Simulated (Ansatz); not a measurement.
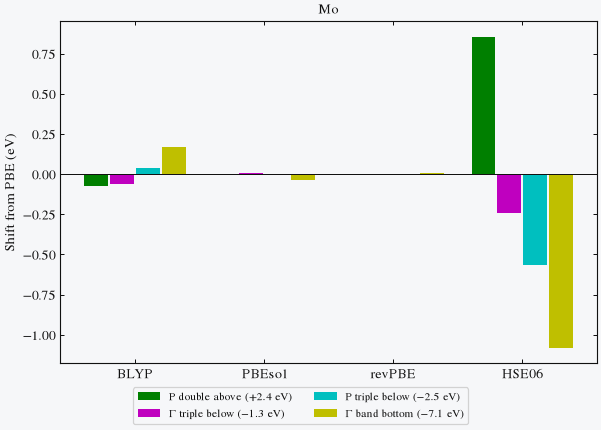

Levels near the Fermi level of bcc Mo, space group Im-3m, 1 atom in the primitive cell (cubic a = 3.168 Å), a metal, by five methods on one cell, as shifts from PBE. Each level is counted from the Fermi level of its run and named by k point, degeneracy (spin aside) and side; the legend gives its PBE energy; the band bottom is the lowest valence level above the core-like shells.

> Which method departs most from PBE, and how?

HSE06: it moves P double above by +0.86 eV, Γ triple below by −0.24 eV, P triple below by −0.56 eV and Γ band bottom by −1.08 eV. Exact exchange pushes filled levels down from the Fermi level and so widens the occupied bands. At these levels the other methods stay within 0.17 eV of PBE.

> How does the occupied bandwidth compare?

The Fermi level lies 6.96 eV (BLYP), 7.13 eV (PBE), 7.17 eV (PBEsol), 7.12 eV (revPBE) and 8.21 eV (HSE06) above the band bottom.

| method | P double above (eV) | Γ triple below (eV) | P triple below (eV) | Γ band bottom (eV) |
| --- | --- | --- | --- | --- |
| BLYP | 2.36 | −1.35 | −2.50 | −6.96 |
| PBE | 2.43 | −1.29 | −2.54 | −7.13 |
| PBEsol | 2.43 | −1.28 | −2.54 | −7.17 |
| revPBE | 2.43 | −1.29 | −2.54 | −7.12 |
| HSE06 | 3.29 | −1.53 | −3.10 | −8.21 |

Settings. BLYP: Ansatz PAW, 12×12×12 k mesh, 420 eV cutoff, Fermi-Dirac smearing of 0.05 eV (Ansatz). PBE: Ansatz PAW, 12×12×12 k mesh, 420 eV cutoff, Fermi-Dirac smearing of 0.05 eV (Ansatz 0.2.0). PBEsol: Ansatz PAW, 12×12×12 k mesh, 420 eV cutoff, Fermi-Dirac smearing of 0.05 eV (Ansatz). revPBE: Ansatz PAW, 12×12×12 k mesh, 420 eV cutoff, Fermi-Dirac smearing of 0.05 eV (Ansatz). HSE06: Ansatz PAW, 8×8×8 k mesh, 420 eV cutoff, Fermi-Dirac smearing of 0.05 eV (Ansatz 0.2.0). No run carries moments or holds spin-orbit coupling.

BLYP, PBEsol, revPBE and HSE06: the PAW data sets were made with another functional. HSE06: the k mesh is thin for exact exchange. The meshes or smearings differ, which moves the Fermi levels.
